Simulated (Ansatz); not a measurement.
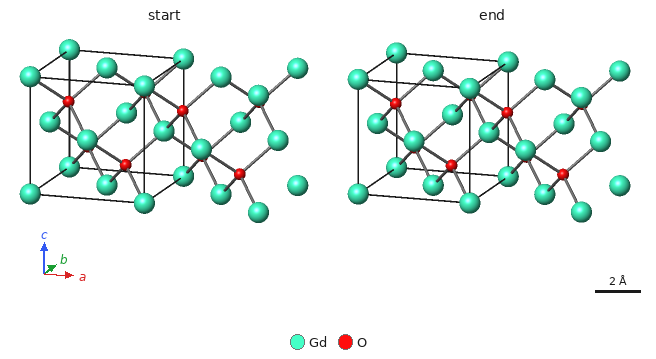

The structure of crystalline GdO (a generated structure, set up in F-43m) before (left) and after (right) a relaxation, at one scale.

Style: ball-and-stick. Shown: the conventional cell (4 times the calculation's cell), repeated 2 × 1 × 1 with one cell outlined, slightly off an axis. Lengths and directions refer to the drawn axes.

The run lets cell and atoms move.

Level of theory: Kohn-Sham DFT of a periodic cell, PBEsol, Ansatz PAW (Ansatz 0.2.0).

Input
```yaml
crystal:
  lattice:
    - [0.0, 2.7, 2.7]
    - [2.7, 0.0, 2.7]
    - [2.7, 2.7, 0.0]
  atoms:
    - { symbol: Gd, position: [0.0, 0.0, 0.0], spin: 7.0 }
    - { symbol: O, position: [0.25, 0.25, 0.25] }
hamiltonian:
  xc: pbesol
  pseudopotentials: { kind: paw }
magnetization:
  spin_polarized: true
kpoints:
  mp_grid: { grid: [9, 9, 9] }
scf:
  occupations: { method: fermi_dirac, width: 0.05 }
output:
  forces: true
  stress: true
  eigenvalues: true
  write_density: true
  write_potential: true
  elf: true
  volumetric_format: npy
relax:
  f_tol: 0.01
  max_steps: 40
  cell: { stress_tol: 0.05, p_target: 2.0 }
```

Launched with:
```bash
ansatz run input.yaml --threads 2 --pin off --max-ram 5632MiB --backend cpu --events-out ev --progress --plain --runs-dir out
```

**Summarise the run.**

The energy falls by 11.6 meV per atom in 4 accepted moves (6 points after the start). With the target pressure of 2 GPa, the enthalpy E + pV changes by −27.6 meV per atom. All forces vanish by symmetry, so only the cell relaxes. The pressure goes from −4.52 to 1.99 GPa. At 2 points the geometry stayed and the basis and grid were re-selected for the new cell (energy shift of 2.0 meV per atom at most each time). No atom moves by more than 0.005 Å relative to the cell. Cell: a = b = c 5.400 → 5.280 Å (−2.2 %). Volume −6.5 %. Some distances before and after: Gd–O 2.338 → 2.286 Å. The space group stays F-43m (No. 216).
